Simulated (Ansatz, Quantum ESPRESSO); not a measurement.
# Complex bands of TlBr, caesium chloride type, lattice constant set to 4.06 Å, part 3 of 3

Aim: how fast states decay in the gap of TlBr, caesium chloride type, lattice constant set to 4.06 Å.

Quantum ESPRESSO 7.5; plane-wave DFT, PBE, PseudoDojo norm-conserving pseudopotentials; cross-check by Ansatz 0.2.0 with PAW datasets.

So far. Step 2 (Ground state): The run needed 8 iterations to bring the estimated error under 1e-09 Ry.

## 4. Complex band structure, with ewind = 2.0 and epsproj = 0.001

Level of this step: complex band structure by pwcond; plane-wave DFT, PBE, PseudoDojo norm-conserving pseudopotentials (Quantum ESPRESSO).

How much does a setting matter? One run is repeated with a change.

cbs.w.in reads:

```
&inputcond
  outdir = './out'
  prefixl = 'scf'
  band_file = 'cbs.w'
  ikind = 0
  ewind = 2.0
  epsproj = 0.001
  nz1 = 7
  energy0 = 6.9
  denergy = -0.23
/
4
  0.00000000 0.00000000 1.00000000
  0.50000000 0.00000000 1.00000000
  0.50000000 0.50000000 1.00000000
  0.25000000 0.00000000 1.00000000
40
```

The run is started by

```
> OMP_NUM_THREADS=1 mpirun -n 2 pwcond.x -in cbs.w.in > cbs.w.out
```

Numbers of over 12 decimals in the logs are rounded to 6 here.

The log of the run:

```text
[banner, memory and clock lines left out]
Program PWCOND v.7.5 starts
[citation notice left out]

[...]
./out/scf.save/

     IMPORTANT: XC functional enforced from input :
     Exchange-correlation= PBE
                           (   1   4   3   4   0   0   0)
     Any further DFT definition will be discarded
     Please, verify this is what you really want

     Reading collected, re-writing distributed wavefunctions

===== INPUT FILE containing the left lead =====

     GEOMETRY:

     lattice parameter (alat)  =       7.6723  a.u.
     the volume                =     451.6216 (a.u.)^3
     the cross section         =      58.8640 (a.u.)^2
     l of the unit cell        =       1.0000 (alat)
     number of atoms/cell      =            2
     number of atomic types    =            2

     crystal axes: (cart. coord. in units of alat)
               a(1) = (  1.0000  0.0000  0.0000 )
               a(2) = (  0.0000  1.0000  0.0000 )
               a(3) = (  0.0000  0.0000  1.0000 )

   Cartesian axes

     site n.     atom                  positions (alat units)
          1        Tl     tau(  1)=(  0.0000  0.0000  1.0000  )
          2        Br     tau(  2)=(  0.5000  0.5000  0.5000  )

     nr1s                      =           36
     nr2s                      =           36
     nr3s                      =           36
     nr1sx                     =           36
     nr2sx                     =           36
     nr3sx                     =           36
     nr1                       =           36
     nr2                       =           36
     nr3                       =           36
     nr1x                      =           36
     nr2x                      =           36
     nr3x                      =           36

 _______________________________
  Radii of nonlocal spheres:

     type       ibeta     ang. mom.          radius (alat units)
       Tl         1         0                    0.2724
       Tl         2         0                    0.2763
       Tl         3         1                    0.3376
       Tl         4         1                    0.3363
       Tl         5         2                    0.2568
       Tl         6         2                    0.2620
       Br         1         0                    0.2320
       Br         2         0                    0.2359
       Br         3         1                    0.1981
       Br         4         1                    0.2007
       Br         5         2                    0.2542
       Br         6         2                    0.2542
----- General information -----

----- Complex band structure calculation -----

     nrx                       =           36
     nry                       =           36
     nz1                       =            7

     energy0               =         6.9E+00
     denergy               =        -2.3E-01
     nenergy               =         40
     ecut2d                =         5.4E+01
     ewind                 =         2.0E+00
     epsproj               =         1.0E-03

     number of k_|| points=    4
                       cryst. coord.
        k(    1) = (   0.0000000   0.0000000), wk =   0.2500000
        k(    2) = (   0.5000000   0.0000000), wk =   0.2500000
        k(    3) = (   0.5000000   0.5000000), wk =   0.2500000
        k(    4) = (   0.2500000   0.0000000), wk =   0.2500000
----- Information about left lead -----

     nocros                   =           18
     noins                    =           18
     norb                     =           54
     norbf                    =           54
     nrz                      =           36

      iorb      type   ibeta   ang. mom.   m       position (alat)
        1        1       1        0        1   taunew(   1)=(  0.0000  0.0000  0.0000)
        2        1       2        0        1   taunew(   2)=(  0.0000  0.0000  0.0000)
[...]
54        1       6        2        5   taunew(  54)=(  0.0000  0.0000  1.0000)
    k slab    z(k)  z(k+1)     crossing(iorb=1,norb)
    1   0.0000 0.0278 0.0278   111111111111111111000000000000000000000000000000000000
    2   0.0278 0.0556 0.0278   111111111111111111000000000000000000000000000000000000
[...]
36   0.9722 1.0000 0.0278   000000000000000000000000000000000000111111111111111111
 ngper, shell number =          249          36
 ngper, n2d =          249          51
---  E-Ef =    6.9000000  k =    0.0000000   0.0000000
---  ie =          1  ik =          1
 Nchannels of the left tip =            3
 Right moving states:
   k1(2pi/a)   k2(2pi/a)   E-Ef (eV)
  -0.0216490  -0.0000000   6.9000000
  -0.1131310  -0.0000000   6.9000000
  -0.1131310  -0.0000000   6.9000000
 Left moving states:
   k1(2pi/a)   k2(2pi/a)   E-Ef (eV)
   0.0216490  -0.0000000   6.9000000
   0.1131310  -0.0000000   6.9000000
   0.1131310  -0.0000000   6.9000000

---  E-Ef =    6.6700000  k =    0.0000000   0.0000000
---  ie =          2  ik =          1
 Nchannels of the left tip =            3
 Right moving states:
   k1(2pi/a)   k2(2pi/a)   E-Ef (eV)
  -0.0448970  -0.0000000   6.6700000
  -0.1855638  -0.0000000   6.6700000
  -0.1855638  -0.0000000   6.6700000
 Left moving states:
   k1(2pi/a)   k2(2pi/a)   E-Ef (eV)
   0.0448970  -0.0000000   6.6700000
   0.1855638  -0.0000000   6.6700000
   0.1855638  -0.0000000   6.6700000
[... further energies and points left out ...]
---  E-Ef =   -1.8400000  k =    0.2500000   0.0000000
---  ie =         39  ik =          4
 Nchannels of the left tip =            2
 Right moving states:
   k1(2pi/a)   k2(2pi/a)   E-Ef (eV)
  -0.2608797  -0.0000000  -1.8400000
   0.4065139   0.0000000  -1.8400000
 Left moving states:
   k1(2pi/a)   k2(2pi/a)   E-Ef (eV)
   0.2608797  -0.0000000  -1.8400000
  -0.4065139   0.0000000  -1.8400000

---  E-Ef =   -2.0700000  k =    0.2500000   0.0000000
---  ie =         40  ik =          4
 Nchannels of the left tip =            0
 Right moving states:
   k1(2pi/a)   k2(2pi/a)   E-Ef (eV)
 Left moving states:
   k1(2pi/a)   k2(2pi/a)   E-Ef (eV)

[...]
```

The job ended after 89 s (2 MPI ranks of Arm Neoverse N1, shared host; peak memory 0.1 GiB).

The changed values were drawn from a wide range, not chosen for quality; the comparison shows what they did here together.

Beside the run it was changed from:

```csv
quantity,this run,unchanged run,difference
peak of the smallest κ at the zone centre (Å⁻¹),0.173,0.174,-0.0010
"peak of the smallest κ at (1/2, 0) (Å⁻¹)",0.205,0.205,0
"peak of the smallest κ at (1/2, 1/2) (Å⁻¹)",0.326,0.327,-0.0010
wall time (s),89,260,
```

The physical values in this table move by up to 0.57 %.

## 5. Cross-check with Ansatz

As a check, the same structure is run in Ansatz.

Level of this step: plane-wave DFT, PBE, Ansatz PAW (Ansatz 0.2.0).

input.yaml reads:

```yaml
crystal:
  lattice:
    - [4.06, 0.0, 0.0]
    - [0.0, 4.06, 0.0]
    - [0.0, 0.0, 4.06]
  atoms:
    - { symbol: Tl, position: [0.0, 0.0, 0.0] }
    - { symbol: Br, position: [0.5, 0.5, 0.5] }
kpoints:
  mp_grid: { grid: [6, 6, 6] }
hamiltonian:
  xc: pbe
scf:
  occupations: { method: fixed }
  convergence: { dr2_threshold: 1.0e-09 }
output:
  transmission:
    leads: [[0, 0]]
    kpoints: [[0, 0], [0.5, 0], [0.5, 0.5], [0.25, 0]]
    e_range: [-2.07, 6.9]
    de: 0.23
```

The run is started by

```
> ansatz run input.yaml --threads 2 --pin off --max-ram 4096MiB --backend cpu --events-out ev --progress --plain --runs-dir out
```

The log of the run:

```text
Engine: ansatz 0.2.0, aarch64-unknown-linux-gnu
Pseudopotentials: kind: paw
Pseudopotential: Tl, paw, valence charge 13, recommended cutoff 420 eV (normal), Tl.paw.azcp
Pseudopotential: Br, paw, valence charge 7, recommended cutoff 420 eV (normal), Br.paw.azcp
Functional definition: PBE
  parameter kappa = 0.804
  parameter beta = 0.066725
  exchange = pbe_x(kappa = kappa, mu = beta*pi^2/3)
  correlation = pbe_c(beta = beta)
Crystal: 2 atoms, lattice volume = 66.923 Å³
Basis set: ecut = 420 eV, 1357 PW (Γ)
Bands: 14, of which v1, the nominal top of the filled ones, is band 10 counted from 1 (9 counted from 0)
Symmetry: 48 space group operations
Space group: Pm-3m (ITA 221), of the structure as read, at distance tolerance 4.1e-5 Å
k-points: 20 of 216
Non-local potential: Tl, projectors of the file, l = 0: 2, l = 1: 2, l = 2: 2, l = 3: 1
Non-local potential: Br, projectors of the file, l = 0: 2, l = 1: 2, l = 2: 2
PAW form: soft (Blöchl's): semilocal exchange-correlation on the pseudo side does not see the compensation charge
PAW one-centre angular grid: Tl, 590 points (default); XC on 64 Gauss nodes
PAW one-centre angular grid: Br, 110 points (default); XC on 64 Gauss nodes
Initial density: superposition of atomic densities (neutral atoms: chi_scale 0, normalization atom), corrected by the library's trained network
Initial wavefunctions: pseudopotential atomic-orbital guess
Functional: x = pbe(κ = 0.804, μ = 0.219515), c = pbe(β = 0.066725)
SCF iter   1: F=—  HF=-14229.006995 eV  |F-HF|=—  |Δ(HF+E_count)|=         —  Δρ=6.93e-4  dr2=6.52e-4  ethr=1.77e-3  ⟨swp⟩=4.7  Hψ=1262  notcnv=0  defer=29
preconditioner: auto → Resta (q_TF=auto, 2.231 Å⁻¹)  ε∞=3.5  [insulator: Δε(μ)=2.002 eV  Ē_g=12.878 eV  n_scr=18 (ndim 8)  ℏωp=20.3 eV  f_vac=0.000  ε∞_Penn≈3.5]
SCF iter   2: F=—  HF=-14229.006402 eV  |F-HF|=—  |Δ(HF+E_count)|=   5.93e-4  Δρ=6.88e-4  dr2=6.65e-4  ethr=3.26e-6  ⟨swp⟩=3.4  Hψ=811  notcnv=0  defer=34
SCF iter   3: F=—  HF=-14229.006291 eV  |F-HF|=—  |Δ(HF+E_count)|=   1.11e-4  Δρ=4.43e-4  dr2=2.86e-4  ethr=3.26e-6  ⟨swp⟩=1.0  Hψ=280  notcnv=0  defer=32
SCF iter   4: F=—  HF=-14229.006234 eV  |F-HF|=—  |Δ(HF+E_count)|=   5.73e-5  Δρ=2.20e-4  dr2=6.87e-5  ethr=1.43e-6  ⟨swp⟩=1.2  Hψ=288  notcnv=0  defer=12
SCF iter   5: F=—  HF=-14229.006231 eV  |F-HF|=—  |Δ(HF+E_count)|=   2.71e-6  Δρ=8.55e-5  dr2=7.86e-6  ethr=3.43e-7  ⟨swp⟩=2.0  Hψ=480  notcnv=0  defer=8
SCF iter   6: F=—  HF=-14229.006237 eV  |F-HF|=—  |Δ(HF+E_count)|=   6.09e-6  Δρ=1.22e-4  dr2=2.24e-5  ethr=3.93e-8  ⟨swp⟩=2.0  Hψ=355  notcnv=0  defer=3  recentre
SCF iter   7: F=—  HF=-14229.006236 eV  |F-HF|=—  |Δ(HF+E_count)|=   1.57e-6  Δρ=9.04e-5  dr2=1.23e-5  ethr=3.93e-8  ⟨swp⟩=1.0  Hψ=280  notcnv=0  defer=1
SCF iter   8: F=—  HF=-14229.006229 eV  |F-HF|=—  |Δ(HF+E_count)|=   7.13e-6  Δρ=6.06e-5  dr2=5.62e-6  ethr=3.93e-8  ⟨swp⟩=1.1  Hψ=281  notcnv=0
SCF iter   9: F=—  HF=-14229.006227 eV  |F-HF|=—  |Δ(HF+E_count)|=   1.40e-6  Δρ=2.55e-5  dr2=1.00e-6  ethr=2.81e-8  ⟨swp⟩=1.6  Hψ=295  notcnv=0
SCF iter  10: F=—  HF=-14229.006232 eV  |F-HF|=—  |Δ(HF+E_count)|=   5.12e-6  Δρ=7.81e-7  dr2=2.67e-10  ethr=5.00e-12  ⟨swp⟩=3.5  Hψ=1235  notcnv=0
SCF iter  11: F=-14229.006232 eV  HF=-14229.006232 eV  |F-HF|=1.60e-10  |Δ(HF+E_count)|=   1.18e-9  Δρ=2.89e-7  dr2=3.87e-11  ethr=1.33e-12  ⟨swp⟩=1.1  Hψ=804  notcnv=0
SCF 1 converged in 11 iterations: F = -14229.006232 eV  dr2 = 3.87e-11
  greatest PAW one-centre occupation: 0.967 electrons in one spin orbital (limit 2), on the Tl atom at site 0 (counted from 0), in its partial waves of l = 2
transmission: 8 of 32 steps passed
transmission: 16 of 32 steps passed
transmission: 24 of 32 steps passed
transmission: 32 of 32 steps passed
SCF converged after 11 iterations
Free energy (F): -14229.006232 eV
Harris-Foulkes:  -14229.006232 eV  (|F-HF|=1.60e-10)
Internal energy: -14229.006232 eV  (E = F + TS)
E sigma→0 (E₀):  -14229.006232 eV
Fermi energy:    4.374095 eV
--- Per-component energies (eV) ---
  E_band       = -53.833857
  E_kinetic    = 463.934246
  E_local      = -1263.194909  (includes V_loc(G=0)·N_el)
  E_nonlocal   = 388.028198
  E_hartree    = 441.651347
  E_xc         = -495.189347
  E_vxc        = -245.193325  (∫ρ·V_xc dr)
  E_paw        = -12408.535428  (= ΣΔE_a)
  E_vpaw       = -280.710821  (= ΣTr[D̂ρ^β])
  E_aug_tail   = 0.000031  (compensation charges beyond the density's cutoff)
  E_ewald      = -1355.700371
  E_smearing   = -0.000000  (= −TS)
  E_closure    = -0.000000  (closes the sum)
  Σ components = -14229.006232   (vs F -14229.006232, Δ=0.00e0)
--- Band table (eV; the first three rows and the last of 20) ---
  k-point 0: bands = [... 6 lower, -0.1319, 3.3196, 3.3196, 3.3196, 11.3983, 11.3983, 11.3983, 11.5403]
  k-point 1: bands = [... 6 lower, -0.3023, 3.4210, 3.4210, 3.4342, 9.5142, 11.0845, 11.0845, 11.7156]
  k-point 2: bands = [... 6 lower, -0.6462, 3.6396, 3.6396, 3.8872, 7.4550, 10.4582, 10.4582, 12.1941]
  k-point 19: bands = [... 6 lower, 1.6039, 2.7381, 2.7381, 2.7381, 6.7449, 6.7449, 6.7449, 16.8431]
--- Transmission ---
  basis      : 145 plane waves across, 8 finite elements along
  points     : 4, as listed
  energies   : 40 from -2.070000 to 6.900000 eV about the Fermi level, 0.230000 eV apart; the leads are filled to 1.002976 eV, and channels, transmission and decay are at 0.920000 eV
  crystal 0  : Tl1Br1, at the sites [0, 0], period 4.0600 Å: whole cells are its period
    offset         : up to 0.0000 Å between an atom of the period and one for which it stands
    channels       : 0.000000e0 a spin
    conductance    : none, the energies end too early or step too widely for 300 K: set another output.transmission.e_range or a lower de, or, where they end at an eighth of basis.ecutwfc, a higher one
    slowest decay  : 0.1733 /Å at (0.0000, 0.0000)
```

The job ended after 56 s (2 threads; peak memory 0.39 GiB).

Numbers from this step:

| Quantity | Value |
| --- | --- |
| free energy | -14229.0062 eV |
| gap by band count | 2.006 eV |
| symmetry operations | 48 |
| slowest decay at the grid energy nearest mid-gap | 0.1733 Å⁻¹ |
| peak of the smallest κ at the zone centre | 0.1733 Å⁻¹ |
| peak of the smallest κ at (1/2, 0) | 0.2046 Å⁻¹ |
| peak of the smallest κ at (1/2, 1/2) | 0.3256 Å⁻¹ |
| peak of the smallest κ at (1/4, 0) | 0.4050 Å⁻¹ |
| valence top, on the run's zero | 4.374 eV |

K across = (0, 0) in the cell's reciprocal vectors; values within 0.0025 1/Å of each other count once, columns are sorted by size at each energy, a dash where no further value was kept. Table of Im kz of the slowest decaying states by energy, zero at the highest filled level of the SCF mesh:

```
energy (eV)  decay 1 (Å⁻¹)  decay 2 (Å⁻¹)  decay 3 (Å⁻¹)
      -2.07          0.511          0.660           1.49
      -1.38          0.390          0.413           1.49
      -0.69          0.474           1.45              -
       0.00         8.5e-4          0.444          0.522
       0.69          0.171          0.539          0.545
       1.38          0.152          0.542          0.582
       2.07          0.535          0.588           1.30
       2.76          0.522          0.572           1.25
       3.45          0.501          0.536           1.16
       4.14          0.474          0.478           1.05
       4.83          0.387          0.439          0.916
       5.52          0.216          0.396          0.768
       6.21          0.344          0.588          0.982
       6.90          0.280          0.313          0.909
```

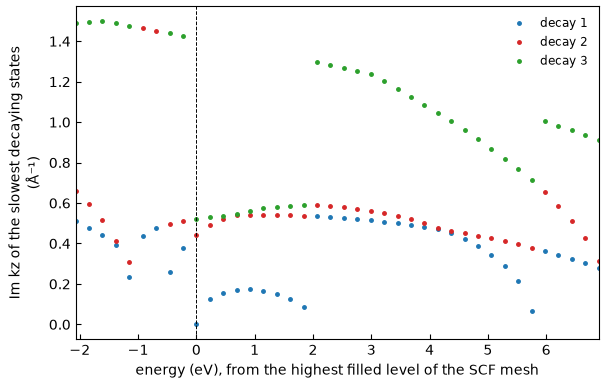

Im kz of the slowest decaying states, plotted against energy.

K across = (0, 0) in the cell's reciprocal vectors. The Re kz of states that move upwards by energy, zero at the highest filled level of the SCF mesh:

```csv
energy (eV),channel 1 (Å⁻¹),channel 2 (Å⁻¹),channel 3 (Å⁻¹)
-2.07,-,-,-
-1.38,-,-,-
-0.69,0.425,0.575,0.575
0.00,-,-,-
0.69,-,-,-
1.38,-,-,-
2.07,-0.718,-,-
2.76,-0.565,-,-
3.45,-0.465,-,-
4.14,-0.377,-,-
4.83,-0.294,-,-
5.52,-0.213,-,-
6.21,-0.461,-0.461,-0.129
6.90,-0.158,-0.158,-0.0301
```

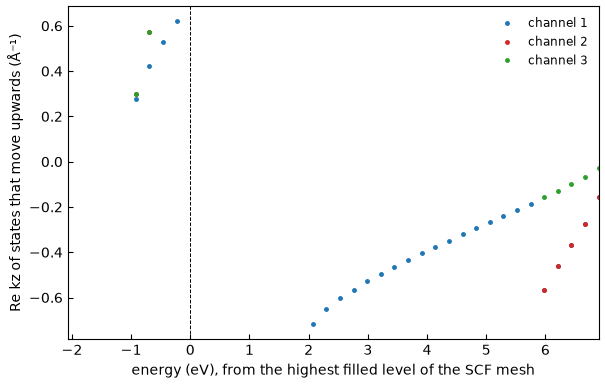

Re kz of states that move upwards, plotted against energy.

K across = (1/2, 0) in the cell's reciprocal vectors; values within 0.0025 1/Å of each other count once, columns are sorted by size at each energy, a dash where no further value was kept. The Im kz of the slowest decaying states by energy, zero at the highest filled level of the SCF mesh:

```
energy (eV)  decay 1 (Å⁻¹)  decay 2 (Å⁻¹)  decay 3 (Å⁻¹)
      -2.07           1.16           1.19           1.32
      -1.38          0.972           1.11           1.12
      -0.69          0.422           1.07           1.08
       0.00         8.2e-4          0.177          0.759
       0.69          0.205          0.301          0.891
       1.38          0.173          0.427          0.899
       2.07          0.555          0.836          0.867
       2.76          0.729          0.772          0.793
       3.45          0.646          0.707          0.927
       4.14          0.538          0.603          0.646
       4.83         0.0369          0.467          0.517
       5.52          0.188          0.248          0.523
       6.21          0.186          0.215          0.456
       6.90          0.193          0.246          0.378
```

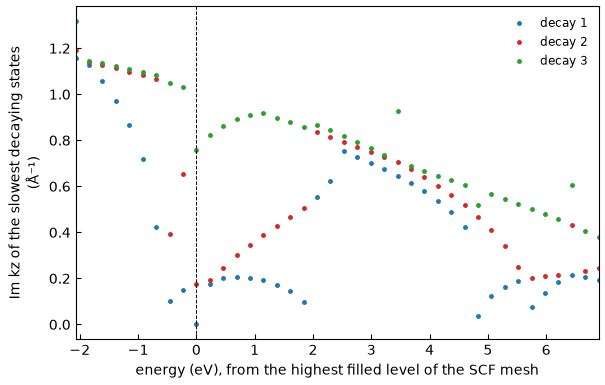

Im kz of the slowest decaying states, plotted against energy.

K across = (1/2, 1/2) in the cell's reciprocal vectors; values within 0.0025 1/Å of each other count once, columns are sorted by size at each energy, a dash where no further value was kept. The Im kz of the slowest decaying states by energy, zero at the highest filled level of the SCF mesh:

| energy (eV) | decay 1 (Å⁻¹) | decay 2 (Å⁻¹) | decay 3 (Å⁻¹) |
| --- | --- | --- | --- |
| -2.07 | 0.300 | 0.327 | - |
| -1.38 | 0.208 | 0.354 | - |
| -0.69 | 0.330 | 0.363 | - |
| 0.00 | 0.275 | 0.348 | 0.357 |
| 0.69 | 0.311 | 0.342 | 0.369 |
| 1.38 | 0.251 | 0.288 | 0.415 |
| 2.07 | 0.144 | 0.171 | 0.436 |
| 2.76 | 0.442 | 1.38 | - |
| 3.45 | 0.436 | 1.34 | - |
| 4.14 | 0.419 | 1.30 | - |
| 4.83 | 0.0406 | 0.393 | 1.26 |
| 5.52 | 0.220 | 0.356 | 1.21 |
| 6.21 | 0.282 | 0.305 | 1.16 |
| 6.90 | 0.232 | 0.313 | 1.11 |

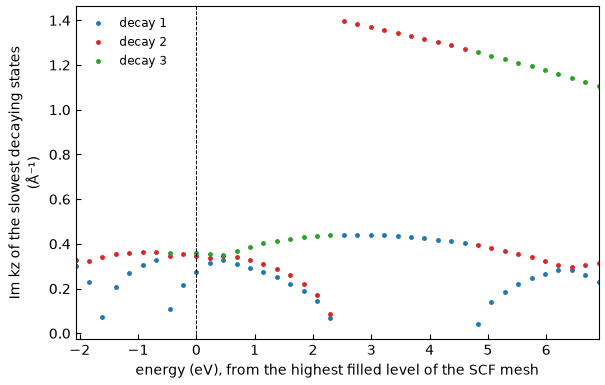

Im kz of the slowest decaying states against energy.

K across = (1/4, 0) in the cell's reciprocal vectors; values within 0.0025 1/Å of each other count once, columns are sorted by size at each energy, a dash where no further value was kept. Im kz of the slowest decaying states against energy, zero at the highest filled level of the SCF mesh:

| energy (eV) | decay 1 (Å⁻¹) | decay 2 (Å⁻¹) | decay 3 (Å⁻¹) |
| --- | --- | --- | --- |
| -2.07 | 0.142 | 0.799 | 1.08 |
| -1.38 | 0.129 | 0.593 | 1.01 |
| -0.69 | 0.926 | 1.36 | 1.42 |
| 0.00 | 0.195 | 0.534 | 0.824 |
| 0.69 | 0.341 | 0.658 | 0.712 |
| 1.38 | 0.399 | 0.613 | 0.708 |
| 2.07 | 0.399 | 0.545 | 0.725 |
| 2.76 | 0.345 | 0.488 | 0.720 |
| 3.45 | 0.189 | 0.415 | 0.699 |
| 4.14 | 0.205 | 0.337 | 0.662 |
| 4.83 | 0.248 | 0.289 | 0.606 |
| 5.52 | 0.366 | 0.518 | 0.652 |
| 6.21 | 0.291 | 0.435 | 0.451 |
| 6.90 | 0.105 | 0.426 | 0.446 |

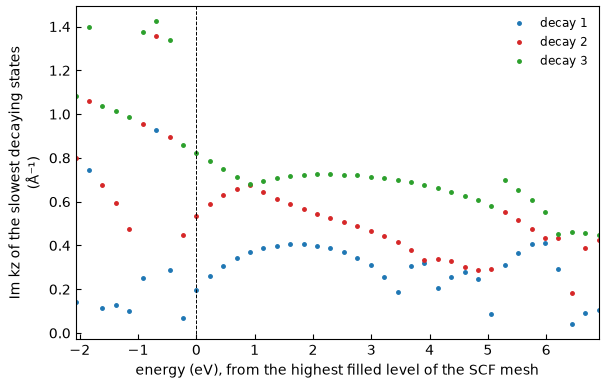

Im kz of the slowest decaying states, plotted against energy.

## 6. By hand

T falls as exp(−2κd). With κ = 0.172 1/Å, 10 Å of barrier pass exp(−2 × 0.172 × 10) = 0.032 of that channel, interfaces aside.

## 7. Outcome

* gap on the SCF mesh: 2.01 eV
* smallest κ at mid-gap among the four k points, at the zone centre: 0.172 Å⁻¹
* peak of the smallest κ in the stop band at the zone centre: 0.174 Å⁻¹
* peak of the smallest κ in the stop band at (1/2, 0): 0.205 Å⁻¹
* peak of the smallest κ in the stop band at (1/2, 1/2): 0.327 Å⁻¹
* peak of the smallest κ in the stop band at (1/4, 0): 0.405 Å⁻¹
* energy of the peak at the zone centre, over the highest filled level: 0.92 eV
* peak at the zone centre by Ansatz: 0.173 Å⁻¹

In words: With a gap of 2.01 eV on the mesh, the smallest κ at mid-gap among the four k points, at the zone centre is 0.172 Å⁻¹ (PBE, PseudoDojo norm-conserving). For a barrier with the Fermi level at mid-gap the slowest state found, at the zone centre, loses a factor of ten in probability every 6.7 Å or so. Stop bands away from the zone centre are mostly wider than the gap, so their peaks can lie above the conduction bottom. At the zone centre pwcond's peak is 0.174 and Ansatz's 0.173 1/Å, 0 % apart. A semilocal gap is too small, often by a third to a half and by more in narrow-gap crystals, so real barriers decay faster. Spin-orbit coupling is left out; depending on the atoms that carry the levels of interest, it can split and shift them by tenths of an eV to an eV or more.

[Logs are printed without paths, hosts, clocks, repeated set-up lines and the standing remarks that a program may print on its own settings, such as how far it seeks lower states.]

[Hosts, paths, dates, database ids (printed as entryN), source tags and the programs' standing remarks are cut or masked in the printed files.]

[Maps of the electrostatic potential energy from Ansatz leave out the sawtooth potential of an applied field or a dipole correction, so their vacuum need not be flat; planar profiles and work functions include it.]
